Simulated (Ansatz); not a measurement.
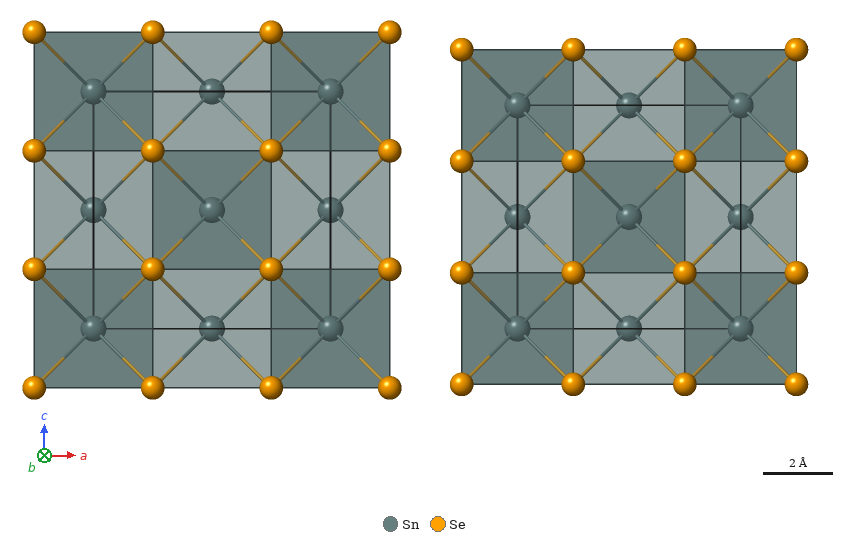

Two geometries of solid SnSe₂ (built on the fluorite type), drawn at one scale. One is the start of a relaxation, the other its converged end. The picture is a polyhedral view of the conventional cell (4 times the calculation's cell), seen along the b axis. Lengths and directions refer to the drawn axes.

Theory: DFT, PBE, plane waves, PAW (Ansatz 0.2.0). Settings: plane-wave cutoff 420 eV; k-point mesh 6 × 6 × 6; occupations fermi dirac; smearing width 0.02 eV; no spin polarisation; cell and atoms relaxed; force threshold 0.005 eV/Å.

Which of the two is the end point?

Answer. The left one is the relaxed one. The energy falls by 150 meV per atom in 3 accepted moves (4 points after the start). All forces vanish by symmetry, so only the cell relaxes. Pressure: 12.87 GPa at the start and −0.03 GPa at the end. The SCF was repeated once at an unchanged geometry on a basis and grid sized afresh for the cell, which shifted the energy by 0.7 meV per atom at most. No atom moves by more than 0.005 Å relative to the cell. Cell: a = b = c 6.488 → 6.891 Å (+6.2 %). Volume +19.8 %. Some distances before and after: Se–Sn 2.809 → 2.984 Å. The space group stays Fm-3m (No. 225).
